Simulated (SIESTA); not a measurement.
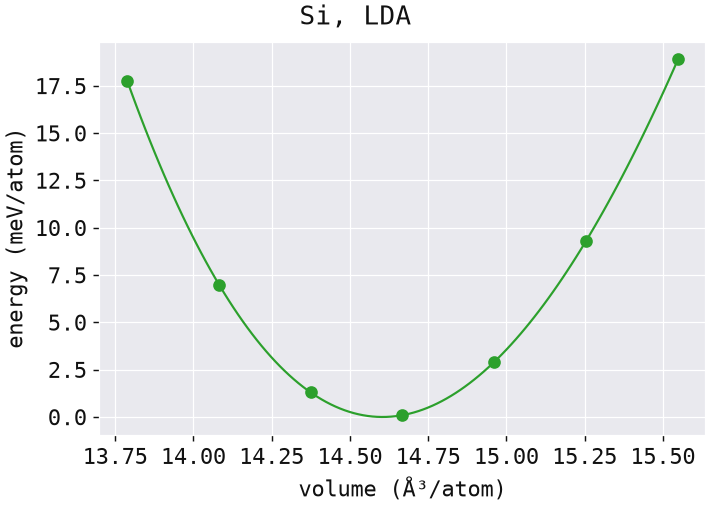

The figure shows the energy against volume for Si, space group P6/mmm (No. 191).

Structure:
```xyz
1
Lattice="2.6205 0.0000 0.0000 -1.3103 2.2695 0.0000 0.0000 0.0000 2.4664" Properties=species:S:1:pos:R:3 pbc="T T T"
Si    0.0000    0.0000    0.0000
```

Calculation (SIESTA 5.4.2): DFT in numerical atomic orbitals with pseudopotentials, no spin polarisation; energies at scaled volumes of the given cell, shape and fractions fixed, counted from the fit's minimum, third-order Birch-Murnaghan fit. Level: LDA.

k mesh 12×12×11; occupations Fermi–Dirac; smearing width 0.05 eV; potentials PseudoDojo 0.4 standard, converted to PSML, two zetas on semicore shells; program settings basis DZP, mesh cutoff 500 Ry.

From this curve and the settings, what does the calculation give for the pressure at the same points?

The pressure falls from 7.38 GPa at volume 13.79 Å³/atom to −6.02 GPa at 15.55 Å³/atom, and changes sign near 14.61 Å³/atom.

```tsv
volume (Å³/atom)	pressure (GPa)
13.79	7.38
14.08	4.46
14.37	1.84
14.67	-0.47
14.96	-2.55
15.25	-4.39
15.55	-6.02
```

Limits of the calculation: mulliken charges of long orbitals; shape and atomic fractions are frozen while scaling, which makes layered, chain and framework solids too stiff.
